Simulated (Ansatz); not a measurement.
**Ta: one change and its effect**

System: Ta (I4/mmm, 1 atom in the cell).
Method of the first run: DFT PBE, scalar-relativistic, plane waves, PAW, no spin polarisation (Ansatz 0.2.0).

The structure derives from an entry of the Crystallography Open Database. Text and figures count atoms from 1; the logs count them from 0 in places.

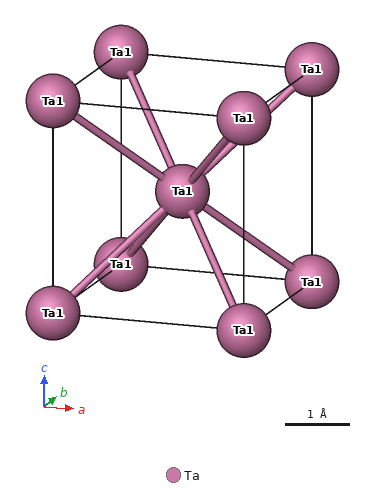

**Figure 1.** The structure (ball-and-stick view of the cell 2 times as large as that of the calculation, set on its symmetry axes, seen slightly off an axis; atoms are numbered from 1 in the order of the input). An atom can appear more than once, as a periodic image. Near neighbours in the periodic cell (some may lie outside the picture): Ta has 8 Ta at 2.84 Å.

**The input, the first run**
```yaml
crystal:
  lattice:
    - [-1.5930190273, 1.5930190273, 1.7257706129]
    - [1.5930190273, -1.5930190273, 1.7257706129]
    - [1.5930190273, 1.5930190273, -1.7257706129]
  atoms:
    - { symbol: Ta, position: [0.0, 0.0, 0.0] }
basis:
  ecutwfc: 420
kpoints:
  mp_grid: { grid: [26, 26, 26] }
hamiltonian:
  xc: pbe
scf:
  occupations: { method: gaussian, width: 0.15 }
output:
  forces: true
  stress: true
  eigenvalues: true
```

Command:
```bash
ansatz run input.yaml --threads 2 --pin off --max-ram 5120MiB --backend cpu --events-out ev --progress --plain --runs-dir out
```

Hardware: 2 threads of Intel Xeon @ 2.50GHz (Skylake/Cascade Lake), 189 GiB of memory available, shared host.

**Output, shortened to warnings, some set-up lines, iterations and results (the first run)**
```
Basis set: ecut = 420 eV, 337 PW (Γ), exchange–correlation on 40×40×40 points (8 copies of the dense FFT grid, shifted against one another)
Symmetry: 16 space group operations
k-points: 1330 of 17576
Initial density: superposition of atomic densities (neutral atoms: chi_scale 0, normalization atom), corrected by the library's trained network
[...]
SCF iter   1: F=—  HF=-9932.209539 eV  |F-HF|=—  |Δ(HF+E_count)|=         —  Δρ=2.35e-3  dr2=3.22e-4  ethr=1.77e-3  ⟨swp⟩=5.1  Hψ=80070  notcnv=0
SCF iter   2: F=—  HF=-9932.209356 eV  |F-HF|=—  |Δ(HF+E_count)|=   1.83e-4  Δρ=1.01e-3  dr2=4.21e-5  ethr=2.48e-6  ⟨swp⟩=2.4  Hψ=32718  notcnv=0
SCF iter   3: F=—  HF=-9932.209413 eV  |F-HF|=—  |Δ(HF+E_count)|=   5.66e-5  Δρ=2.31e-4  dr2=1.97e-6  ethr=3.24e-7  ⟨swp⟩=2.3  Hψ=17864  notcnv=0
SCF iter   4: F=-9932.209416 eV  HF=-9932.209416 eV  |F-HF|=1.11e-8  |Δ(HF+E_count)|=   3.50e-6  Δρ=1.85e-5  dr2=3.02e-8  ethr=1.51e-8  ⟨swp⟩=2.8  Hψ=22478  notcnv=0
SCF iter   5: F=-9932.209416 eV  HF=-9932.209416 eV  |F-HF|=1.82e-10  |Δ(HF+E_count)|=   2.75e-9  Δρ=3.83e-6  dr2=1.05e-9  ethr=2.32e-10  ⟨swp⟩=2.1  Hψ=21392  notcnv=0
SCF iter   6: F=-9932.209416 eV  HF=-9932.209416 eV  |F-HF|=1.82e-12  |Δ(HF+E_count)|=  2.62e-10  Δρ=6.25e-7  dr2=2.13e-11  ethr=8.09e-12  ⟨swp⟩=1.8  Hψ=43150  notcnv=0
SCF 1 converged in 6 iterations: F = -9932.209416 eV  dr2 = 2.13e-11
SCF converged after 6 iterations
Free energy (F): -9932.209416 eV
Harris-Foulkes:  -9932.209416 eV  (|F-HF|=1.82e-12)
Internal energy: -9932.195065 eV  (E = F + TS)
E sigma→0 (E₀):  -9932.202241 eV
Entropy (-TS):   -0.014351 eV (-14.351 meV/atom)
Fermi energy:    19.266471 eV
--- Per-component energies (eV) ---
  E_band       = -95.236357
  E_kinetic    = 367.328781
  E_local      = -531.739238  (includes V_loc(G=0)·N_el)
  E_nonlocal   = 15.235019
  E_hartree    = 185.955377
  E_xc         = -218.932595
  E_vxc        = -204.680076  (∫ρ·V_xc dr)
  E_paw        = -8396.883997  (= ΣΔE_a)
  E_vpaw       = -113.291724  (= ΣTr[D̂ρ^β])
  E_aug_tail   = 0.000146  (compensation charges beyond the density's cutoff)
  E_ewald      = -1353.158558
  E_smearing   = -0.014351  (= −TS)
  E_closure    = 0.000000  (closes the sum)
  Σ components = -9932.209416   (vs F -9932.209416, Δ=0.00e0)
--- Forces (eV/Å), atoms counted from 1 ---
  atom   1  Ta    -0.00000000    -0.00000000    -0.00000000
  max |Σ_I F_I| component: 9.86e-32 eV/Å
--- Stress (GPa, compression-positive) ---
       12.709038       0.000000       0.000000
        0.000000      12.709038       0.000000
        0.000000      -0.000000       3.579411
  P = ⅓ Tr σ = 9.6658 GPa (96.658 kbar)
```

For the second run the input was changed thus:
```diff
+  mixing: { algorithm: anderson, beta: 0.001, ndim: 1 }
+  max_iter: 50
```

What does this change do to the results?

Both reach the same energy, so the change doesn't alter the result. The SCF takes 35 iterations against 6. On the same kind of shared host the second run took about 4.8 times as long.

**Output, shortened to warnings, some set-up lines, iterations and results (the second run)**
```
Basis set: ecut = 420 eV, 337 PW (Γ), exchange–correlation on 40×40×40 points (8 copies of the dense FFT grid, shifted against one another)
Symmetry: 16 space group operations
k-points: 1330 of 17576
Initial density: superposition of atomic densities (neutral atoms: chi_scale 0, normalization atom), corrected by the library's trained network
[...]
SCF iter   1: F=—  HF=-9932.209539 eV  |F-HF|=—  |Δ(HF+E_count)|=         —  Δρ=2.35e-3  dr2=3.22e-4  ethr=1.77e-3  ⟨swp⟩=5.1  Hψ=80070  notcnv=0
SCF iter   2: F=—  HF=-9932.209270 eV  |F-HF|=—  |Δ(HF+E_count)|=   2.69e-4  Δρ=2.26e-3  dr2=3.07e-4  ethr=2.48e-6  ⟨swp⟩=2.3  Hψ=31853  notcnv=0
SCF iter   3: F=—  HF=-9932.209270 eV  |F-HF|=—  |Δ(HF+E_count)|=   3.81e-7  Δρ=2.26e-3  dr2=3.05e-4  ethr=2.36e-6  ⟨swp⟩=1.0  Hψ=14350  notcnv=0
SCF iter   4: F=—  HF=-9932.209270 eV  |F-HF|=—  |Δ(HF+E_count)|=   1.30e-7  Δρ=2.26e-3  dr2=3.04e-4  ethr=2.34e-6  ⟨swp⟩=1.0  Hψ=14350  notcnv=0
SCF iter   5: F=—  HF=-9932.209270 eV  |F-HF|=—  |Δ(HF+E_count)|=   7.42e-8  Δρ=2.25e-3  dr2=3.03e-4  ethr=2.34e-6  ⟨swp⟩=1.0  Hψ=14350  notcnv=0
[... 26 lines ...]
SCF iter  32: F=—  HF=-9932.209426 eV  |F-HF|=—  |Δ(HF+E_count)|=   1.50e-4  Δρ=3.19e-4  dr2=1.95e-5  ethr=2.18e-6  ⟨swp⟩=2.6  Hψ=121795  notcnv=0
SCF iter  33: F=—  HF=-9932.209416 eV  |F-HF|=—  |Δ(HF+E_count)|=   9.87e-6  Δρ=2.38e-5  dr2=3.59e-8  ethr=7.69e-10  ⟨swp⟩=4.8  Hψ=78082  notcnv=0
SCF iter  34: F=-9932.209416 eV  HF=-9932.209416 eV  |F-HF|=6.73e-11  |Δ(HF+E_count)|=   3.41e-9  Δρ=1.26e-6  dr2=1.30e-10  ethr=2.76e-10  ⟨swp⟩=2.0  Hψ=48550  notcnv=0
SCF iter  35: F=-9932.209416 eV  HF=-9932.209416 eV  |F-HF|=6.00e-11  |Δ(HF+E_count)|=  7.28e-12  Δρ=1.26e-6  dr2=1.31e-10  ethr=1.00e-12  ⟨swp⟩=1.0  Hψ=52037  notcnv=0
SCF 1 converged in 35 iterations: F = -9932.209416 eV  dr2 = 1.31e-10
SCF converged after 35 iterations
Free energy (F): -9932.209416 eV
Harris-Foulkes:  -9932.209416 eV  (|F-HF|=6.00e-11)
Internal energy: -9932.195065 eV  (E = F + TS)
E sigma→0 (E₀):  -9932.202241 eV
Entropy (-TS):   -0.014351 eV (-14.351 meV/atom)
Fermi energy:    19.266469 eV
--- Per-component energies (eV) ---
  E_band       = -95.236383
  E_kinetic    = 367.328784
  E_local      = -531.739257  (includes V_loc(G=0)·N_el)
  E_nonlocal   = 15.235022
  E_hartree    = 185.955389
  E_xc         = -218.932594
  E_vxc        = -204.680076  (∫ρ·V_xc dr)
  E_paw        = -8396.883997  (= ΣΔE_a)
  E_vpaw       = -113.291727  (= ΣTr[D̂ρ^β])
  E_aug_tail   = 0.000146  (compensation charges beyond the density's cutoff)
  E_ewald      = -1353.158558
  E_smearing   = -0.014351  (= −TS)
  E_closure    = 0.000000  (closes the sum)
  Σ components = -9932.209416   (vs F -9932.209416, Δ=0.00e0)
--- Forces (eV/Å), atoms counted from 1 ---
  atom   1  Ta    -0.00000000    -0.00000000    -0.00000000
  max |Σ_I F_I| component: 8.28e-30 eV/Å
--- Stress (GPa, compression-positive) ---
       12.709008       0.000000       0.000000
        0.000000      12.709008       0.000000
        0.000000       0.000000       3.579353
  P = ⅓ Tr σ = 9.6658 GPa (96.658 kbar)
```

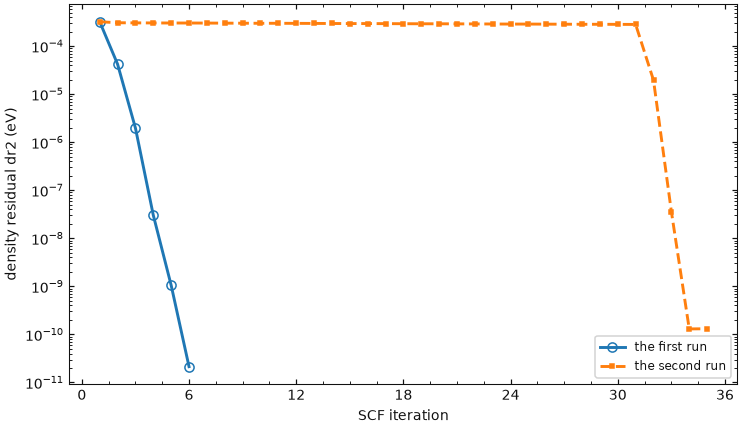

**Figure 2.** Convergence of the two runs: density residual dr2 against the SCF iteration. The first run takes 6 iterations in all, and the second run takes 35.

**The two runs side by side**

```csv
quantity,the first run,the second run
outcome,converged,converged
free energy per atom (eV),−9932.2094,−9932.2094
"energy per atom, smearing taken to zero (eV)",−9932.2022,−9932.2022
gap on the mesh (eV),0.00,0.00
pressure (GPa),9.67,9.67
largest force (eV/Å),0.000,0.000
SCF iterations,6,35
irreducible k-points,1330,1330
plane waves at Γ,337,337
wall time (shared host),14 s,68 s
```

For the first run: Spin–orbit coupling is left out, which matters for Ta. For the second run: The input was spoiled on purpose: mixing far too weak (`scf.mixing`). It did no harm here: the run converged to the energy of the sound run within 1 meV per atom.
